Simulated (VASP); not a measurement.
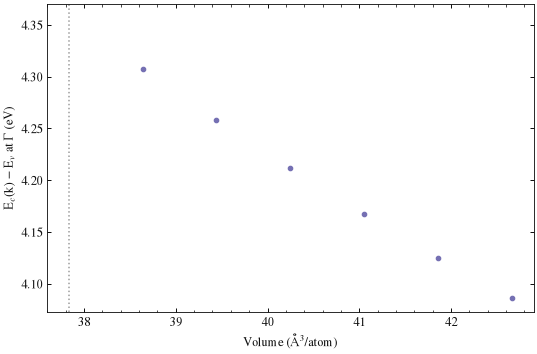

Lowest conduction level at Γ, counted from the valence-band top at Γ. One run is left out (dotted line).

System: rocksalt RbBr, space group Fm-3m (No. 225), 2 atoms in the primitive cell. The cell is scaled uniformly. Computed with VASP 6.6.1: PBEsol, VASP PAW PBE potentials, release 64 (Rb_sv, Br), no spin polarisation, no spin-orbit coupling, 7×7×7 k mesh, 520 eV cutoff, Fermi-Dirac smearing of 0.05 eV.

```
       volume  Γ (eV)
38.64 Å³/atom    4.31
39.44 Å³/atom    4.26
40.25 Å³/atom    4.21
41.05 Å³/atom    4.17
41.86 Å³/atom    4.12
42.66 Å³/atom    4.09
```

> Fill in the row for 37.83 Å³/atom.

A fit through the other points against the logarithm of the volume gives 4.35 eV at Γ (a straight line). The run itself gives 4.36 eV, within 0.01 eV of the estimate.

> What is the deformation potential dE/d ln V?

A straight line against ln V has a slope of −2.3 eV at Γ.

The PAW data sets were made with another functional. Spin-orbit coupling is left out, which matters for Br. LDA, GGA and most meta-GGA functionals understate gaps. A mesh with an odd division misses points of the zone boundary, where a smaller gap can lie.
